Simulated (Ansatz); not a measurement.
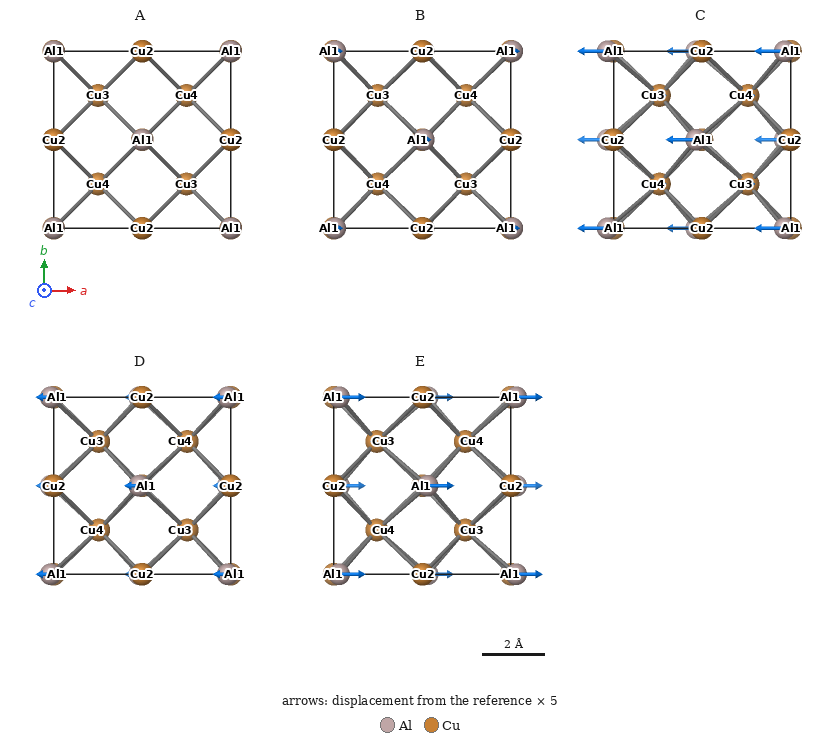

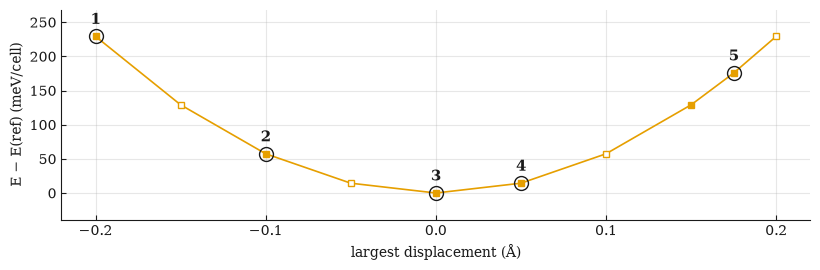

A scan of solid AlCu3 (Fm-3m): a normal mode at the zone centre (one arbitrary combination within a set of 3 degenerate modes) is frozen in with the cell fixed, the amplitude being the largest displacement of an atom. The frames are shuffled; the numbered points of the plot belong to them. Hollow markers are points alike by symmetry, not computed again. Style: ball-and-stick. Shown: the conventional cell (4 times the calculation's cell), along the c axis. Blue arrows: displacements from the reference. Lengths and directions refer to the drawn axes.

Computed with Ansatz, DFT r2SCAN, scalar-relativistic, plane waves, PAW. (plane-wave cutoff 500 eV; k-point mesh 14 × 14 × 14; occupations gaussian; smearing width 0.15 eV; no spin polarisation). Energies (free energies at the smearing named) are counted from the relaxed crystal.

Which frame belongs to which numbered point?

Answer. Point 1 is frame C (the amplitude −0.20 Å, 229.3 meV/cell); 2 is frame D (the amplitude −0.10 Å, 57.4 meV/cell); 3 is frame A (the amplitude 0.00 Å, 0.0 meV/cell); 4 is frame B (the amplitude 0.05 Å, 14.4 meV/cell); 5 is frame E (the amplitude 0.175 Å, 175.6 meV/cell). The harmonic wavenumber of the mode is 300 cm⁻¹, a stable vibration. Of the computed points the lowest is at the amplitude 0.00 Å, 0.0 meV/cell. At the ends of the scan the energy is 229.3 meV/cell (−0.20 Å) and 229.3 meV/cell (0.20 Å). The well is symmetric. At the highest point the shortest interatomic distance is 2.37 Å, against 2.50 Å in the reference.
